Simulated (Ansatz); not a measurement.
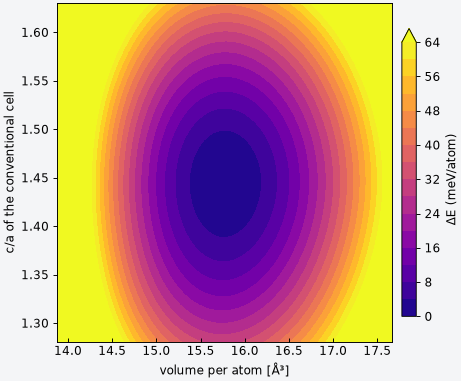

Energy landscape of TiAl (P4/mmm, No. 123; 2 atoms in the cell). 
- The energy is mapped over volume and the cell's shape.
- First axis: volume per atom. Second axis: c/a of the conventional cell.
- Nothing is relaxed (symmetry fixes all fractional coordinates).
- Grid: 7 × 7 points.
- Points are written as (first, second).
- All energies are given in meV/atom relative to the lowest grid point.
- Method: Ansatz, DFT PBEsol, scalar-relativistic, plane waves, PAW. Settings: cutoff 520 eV, k-mesh 18×18×12 in the order of the run's cell vectors, gaussian smearing 0.15 eV, no spin polarisation.

The picture shows filled contours, one colour for all values above the top of the scale. Between grid points the surface is interpolated. 

Summarise what can be read from the map.

The lowest grid point is at (15.77 Å³, 1.445). It is the only kind of minimum in the scanned range. The highest grid point, (13.88 Å³, 1.630), lies 149 meV/atom above the lowest. Round the minimum the two coordinates are nearly uncoupled.

Time for the 49 points that were run: 18 min on 1 thread of Arm Neoverse N1, with other jobs on the host.

PAW datasets: the set soft_1.
